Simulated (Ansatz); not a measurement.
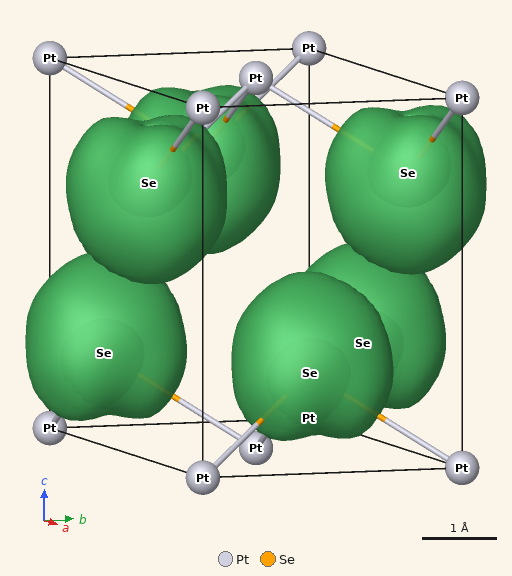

PtSe₂. Isosurface of the electron localisation function at 0.65 (green), seen slightly off an axis. Only the valence region is drawn (cores and ρ < 0.01 e/Å³ removed). Sticks mark near contacts.

Space group C2/m; not relaxed (largest force 1.2 eV/Å); computed pressure about 5 GPa in this cell.

Computed with DFT PBE+D3(BJ), scalar-relativistic, plane waves, PAW in Ansatz.

Q: Identify the bonds, lone pairs and shells in this picture.

A: At this value the surface marks out four regions wrapped around Se (the valence shell of each), counted in one cell of 6 atoms. Regions shared between cells count once. Along the contacts the grid gives the following. Pt–Se (2.45 Å): the ELF is about 0.50 at the midpoint. Pt–Se (2.60 Å): the ELF is about 0.50 at the midpoint.

Q: Metal or insulator at this level of theory?

A: It is gapless in this calculation (a metal or semimetal); semilocal functionals without U, or without the true magnetic order, often close the gap of such compounds.
